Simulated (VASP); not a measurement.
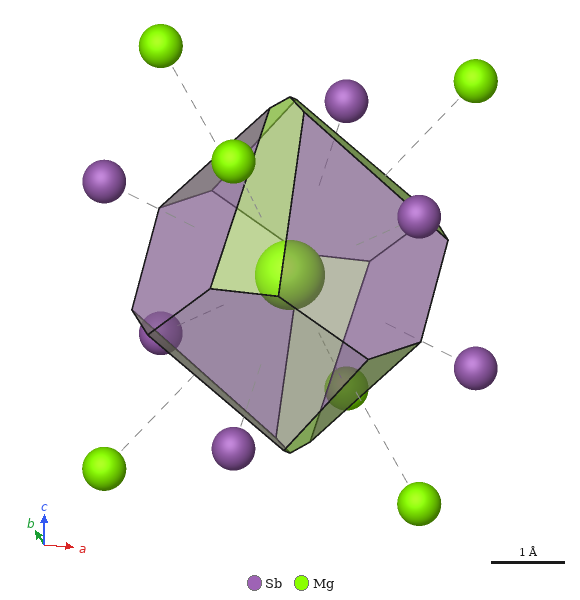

Voronoi cell (the region closer to this atom than to any other), computed from the atomic positions without radii. Central atom: Mg1 (1a) in Mg₃Sb₂; faces take the colour of the neighbour behind them. Source: the end point of a relaxation with VASP Kohn-Sham DFT of a periodic cell, PBE with D4, VASP PAW PBE potentials, recommended in VASP 6.6.1.

Mg3Sb2, space group P-3m1 (No. 164), a = 4.540 Å, b = 4.540 Å, c = 7.162 Å, α = 90.00°, β = 90.00°, γ = 120.00°

| site | Wyckoff | x | y | z |
| --- | --- | --- | --- | --- |
| Sb | 2d | 0.6667 | 0.3333 | 0.7767 |
| Mg1 | 1a | 0.0000 | 0.0000 | 0.0000 |
| Mg2 | 2d | 0.6667 | 0.3333 | 0.3680 |

### How many faces does the cell have, and of which kinds?

12 faces, index ⟨0,0,12,0⟩: a pentagonal dodecahedron: the site is icosahedrally coordinated (Frank–Kasper Z12).

### What is the volume of this Voronoi cell?

26.7 Å³, against a mean of 25.6 Å³ per atom in this structure.

### Tabulate the neighbours by distance and solid angle.

| neighbour | faces | distance (Å) | solid angle (% of sphere) |
| --- | --- | --- | --- |
| Sb | 6 | 3.07 | 77.2 |
| Mg | 6 | 3.72 | 22.8 |
